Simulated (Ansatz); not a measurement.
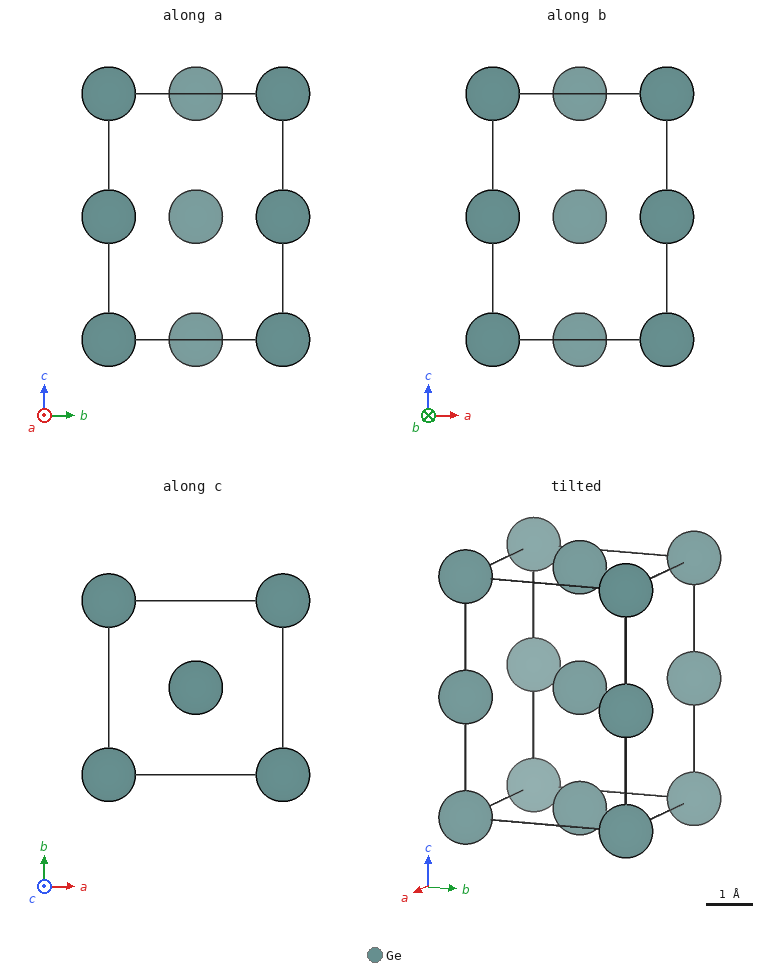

Spheres-only drawing of the structure, looking along the a axis, along the b axis, along the c axis and slightly off an axis. Lines trace the edges of the unit cell.

Lattice parameters: a = 3.8357 Å, b = 3.8357 Å, c = 5.4155 Å, α = 90.000°, β = 90.000°, γ = 90.008°.

Q: Write down what is shown as a CIF in P1 with every atom of the cell.

A:
```cif
data_structure
_symmetry_space_group_name_H-M 'P 1'
_symmetry_Int_Tables_number 1
_cell_length_a 3.8357
_cell_length_b 3.8357
_cell_length_c 5.4155
_cell_angle_alpha 90.000
_cell_angle_beta 90.000
_cell_angle_gamma 90.008
_cell_volume 79.68
loop_
_atom_site_label
_atom_site_type_symbol
_atom_site_fract_x
_atom_site_fract_y
_atom_site_fract_z
_atom_site_occupancy
Ge1 Ge 0.0000 0.0000 0.0000 1
Ge2 Ge 0.0000 0.0000 0.5000 1
Ge3 Ge 0.5000 0.5000 0.0000 1
Ge4 Ge 0.5000 0.5000 0.5000 1
```

Provenance: a random cell made by a generator, so it need not be a real form of the element. Earlier steps of the study may have refined or changed the cell and positions. It went into a calculation with Ansatz.
